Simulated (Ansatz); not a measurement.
A series of calculations on SnO

Part 1: Scan

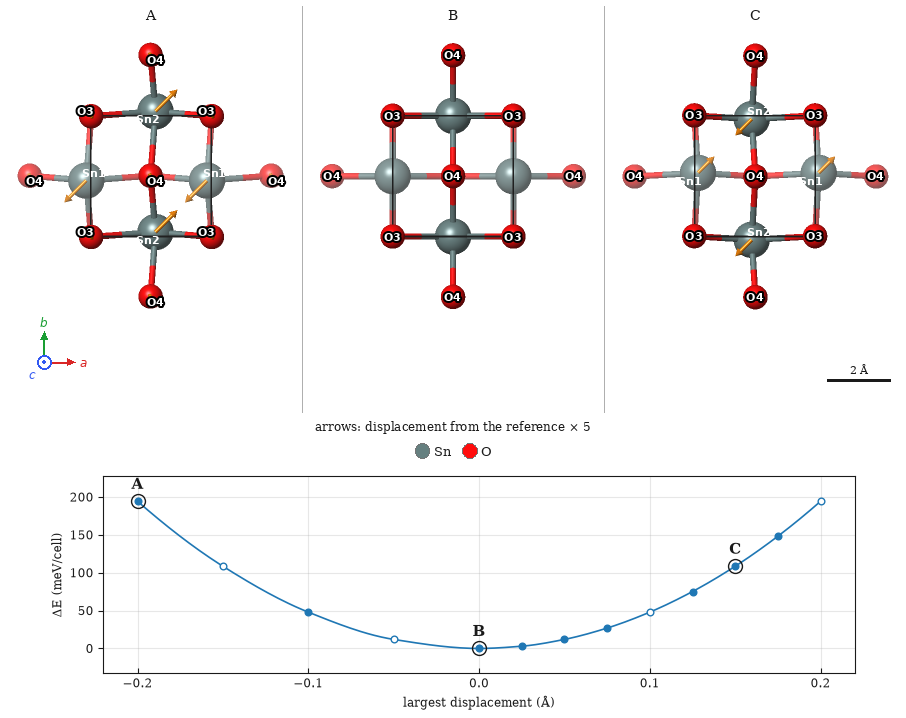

A scan of crystalline SnO (P4/nmm): a normal mode at the zone centre (one arbitrary combination within a set of 2 degenerate modes) is frozen in with the cell fixed, the amplitude being the largest displacement of an atom. The lettered frames are marked on the plot. Hollow markers are points alike by symmetry, not computed again. Style: ball-and-stick. Shown: the cell of the calculation, along the c axis. Orange arrows: displacements from the reference.

The calculation used DFT PBE, scalar-relativistic, plane waves, PAW in Ansatz. Settings: plane-wave cutoff 420 eV; k-point mesh 10 × 10 × 8; occupations gaussian; smearing width 0.05 eV; no spin polarisation. Energies (free energies at the smearing named) are counted from the relaxed crystal.

### Describe the profile.

The harmonic wavenumber of the mode is 105 cm⁻¹, a stable vibration. Of the computed points the lowest is at the amplitude 0.00 Å, 0.0 meV/cell. The end points stand at 194.4 meV/cell (−0.20 Å) and 194.4 meV/cell (0.20 Å). The well is symmetric. At the highest point the shortest interatomic distance is 2.15 Å, against 2.25 Å in the reference.

The computed points:

| largest displacement (Å) | ΔE (meV/cell) |
| --- | --- |
| −0.200 | 194.4 |
| −0.150 | 108.6 |
| −0.100 | 48.0 |
| −0.050 | 12.0 |
| 0.000 | 0.0 |
| 0.025 | 3.0 |
| 0.050 | 12.0 |
| 0.075 | 26.9 |
| 0.100 | 48.0 |
| 0.125 | 75.2 |
| 0.150 | 108.6 |
| 0.175 | 148.3 |
| 0.200 | 194.4 |

Points that are alike by symmetry were computed once.

Limits of the set-up: layers or molecules are held without a dispersion correction, so their spacing is unreliable.

Part 2: Scan

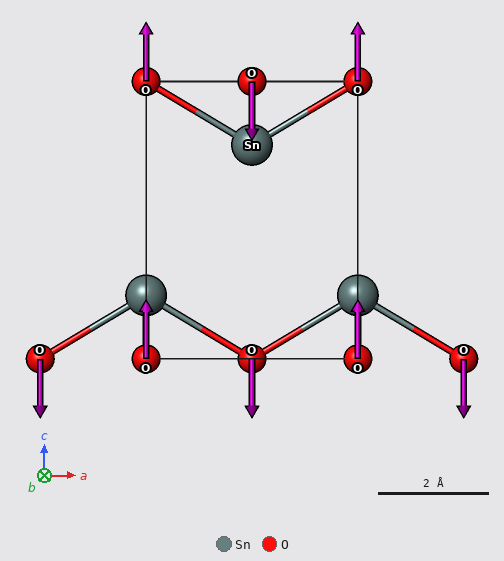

A scan of solid SnO (P4/nmm): a normal mode at the zone centre is frozen in with the cell fixed, the amplitude being the largest displacement of an atom. The picture shows the reference cell. The purple arrows give the direction of positive displacement. The picture is a ball-and-stick view of the cell of the calculation, seen along the b axis.

Level of theory: DFT PBE, scalar-relativistic, plane waves, PAW (Ansatz). Set-up: plane-wave cutoff 420 eV; k-point mesh 10 × 10 × 8; occupations gaussian; smearing width 0.05 eV; no spin polarisation. Energies (free energies at the smearing named) are counted from the relaxed crystal.

```
CELL_PARAMETERS angstrom
3.86817 0.00000 0.00000
0.00000 3.86817 0.00000
0.00000 0.00000 5.06728
ATOMIC_POSITIONS crystal
Sn 0.00000 0.50000 0.22874
Sn 0.50000 0.00000 0.77126
O 0.00000 0.00000 0.00000
O 0.50000 0.50000 0.00000
```

Question: Predict the energy profile (the amplitude: −0.120, −0.090, −0.060, −0.030, 0.000, 0.015, 0.030, 0.045, 0.060, 0.075, 0.090, 0.105, 0.120 Å).

Answer:
| largest displacement (Å) | E − E(ref) (meV/cell) |
| --- | --- |
| −0.120 | 90.5 |
| −0.090 | 50.9 |
| −0.060 | 22.6 |
| −0.030 | 5.6 |
| 0.000 | 0.0 |
| 0.015 | 1.4 |
| 0.030 | 5.6 |
| 0.045 | 12.7 |
| 0.060 | 22.6 |
| 0.075 | 35.3 |
| 0.090 | 50.9 |
| 0.105 | 69.3 |
| 0.120 | 90.5 |

Points that are alike by symmetry were computed once.

The harmonic wavenumber of the mode is 327 cm⁻¹, a stable vibration. Of the computed points the lowest is at the amplitude 0.00 Å, 0.0 meV/cell. At the ends of the scan the energy is 90.5 meV/cell (−0.12 Å) and 90.5 meV/cell (0.12 Å). The well is symmetric. At the highest point the shortest interatomic distance is 2.20 Å, against 2.25 Å in the reference. The distortion takes the space group from P4/nmm to Pmmn.

Limits of the set-up: layers or molecules are held without a dispersion correction, so their spacing is unreliable.

Part 3: Energy map

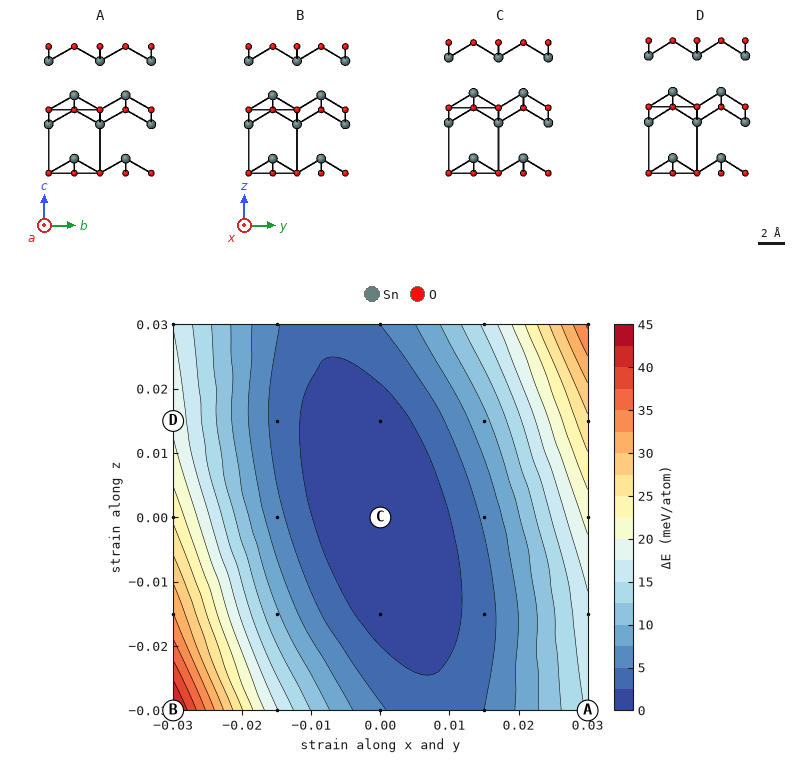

Energy scan for crystalline SnO (P4/nmm), in which the cell is strained equally along x and y and separately along z, with the atoms kept at their fractional coordinates. x, y and z are the Cartesian axes of the input. The map is interpolated between the computed points (dots). The lettered frames are marked on it. Style: ball-and-stick. Shown: the cell of the calculation, repeated 2 × 2 × 2 with one cell outlined, along the a axis.

Computed with DFT PBE, scalar-relativistic, plane waves, PAW in Ansatz 0.2.0. Set-up: plane-wave cutoff 420 eV; k-point mesh 10 × 10 × 8; occupations gaussian; smearing width 0.05 eV; no spin polarisation. Energies (free energies at the smearing named) are counted from the relaxed crystal.

Where is the lowest point of the map, and what else does it tell?

In pairs of (strain along x and y; strain along z): the lowest computed point lies at (0.000, 0.000) (0.0 meV/atom), the highest at (−0.030, −0.030) (43.7 meV/atom). The valley is tilted: raising the in-plane strain is made harder by raising the strain along z (cross term 0.53 of the geometric mean of the two curvatures). Over the ranges scanned the energy rises more along the first axis, the in-plane strain. The pressure runs from −6.0 GPa at (0.030, 0.030) to 9.2 GPa at (−0.030, −0.030). The frames lie at A (0.030, −0.030): 15.3 meV/atom, B (−0.030, −0.030): 43.7 meV/atom, C (0.000, 0.000): 0.0 meV/atom, D (−0.030, 0.015): 19.5 meV/atom.

Limits of the set-up: layers or molecules are held without a dispersion correction, so their spacing is unreliable.

Part 4: Vibrations

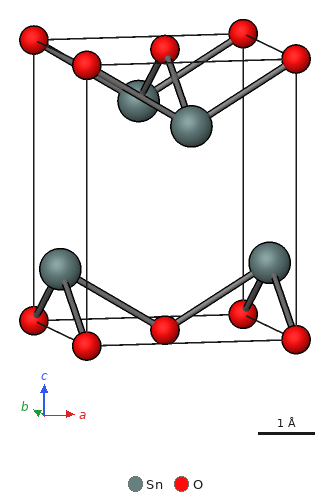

Lattice vibrations of solid SnO, at the zone centre. Style: ball-and-stick. Shown: the cell of the calculation, slightly off an axis.

Computed with DFT PBE, scalar-relativistic, plane waves, PAW in Ansatz.

Input file:
```yaml
crystal:
  lattice:
    - [3.8681707514, 0.0, 0.0]
    - [0.0, 3.8681707514, 0.0]
    - [0.0, 0.0, 5.0672768981]
  atoms:
    - { symbol: Sn, position: [0.0, 0.5, 0.2287361932] }
    - { symbol: Sn, position: [0.5, 0.0, 0.7712638068] }
    - { symbol: O, position: [0.0, 0.0, 0.0] }
    - { symbol: O, position: [0.5, 0.5, 0.0] }
basis:
  ecutwfc: 420
kpoints:
  mp_grid: { grid: [10, 10, 8] }
hamiltonian:
  xc: pbe
scf:
  occupations: { method: gaussian, width: 0.05 }
output:
  eigenvalues: true
phonons:
  method: fd
  supercell: [1, 1, 1]
  amplitude: 0.02
  eigenvectors: true
  dielectric: false
```

Command:
```bash
ansatz run input.yaml --threads 2 --pin off --max-ram 5120MiB --backend cpu --events-out ev --progress --plain --runs-dir out
```

Frequencies are those without the non-analytic (LO–TO) term.

List the optical modes.

Answer. The calculation's cell holds 4 atoms, so there are 9 optical modes, in 6 levels. The optical modes span 2E_g + A₁g + E_u + B₁g + A₂u. No level is unstable.

```json
{"level": "1", "symmetry": "E_g", "frequency (cm⁻¹)": "105", "activity": "Raman-active"}
{"level": "2", "symmetry": "A₁g", "frequency (cm⁻¹)": "200", "activity": "Raman-active"}
{"level": "3", "symmetry": "E_u", "frequency (cm⁻¹)": "240", "activity": "infrared-active"}
{"level": "4", "symmetry": "B₁g", "frequency (cm⁻¹)": "327", "activity": "Raman-active"}
{"level": "5", "symmetry": "A₂u", "frequency (cm⁻¹)": "369", "activity": "infrared-active"}
{"level": "6", "symmetry": "E_g", "frequency (cm⁻¹)": "429", "activity": "Raman-active"}
```

The displacement patterns (one member of each degenerate set):

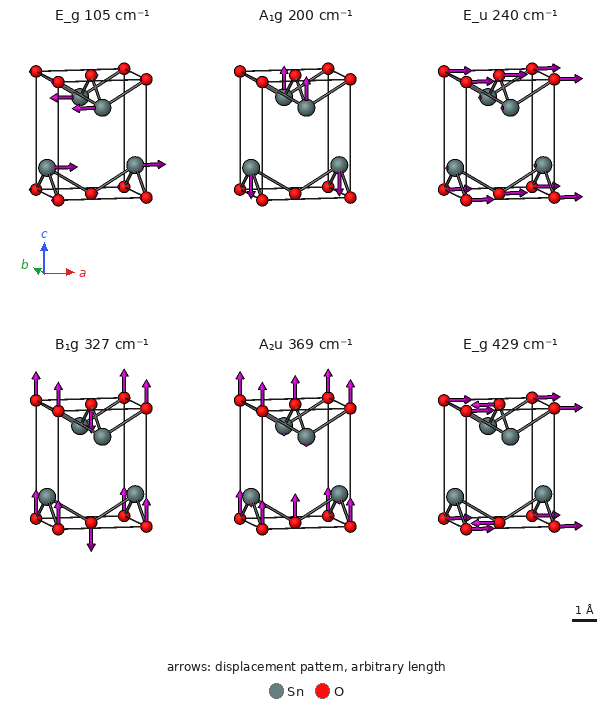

Limits of the set-up: layers or molecules are held without a dispersion correction, so their spacing is unreliable.
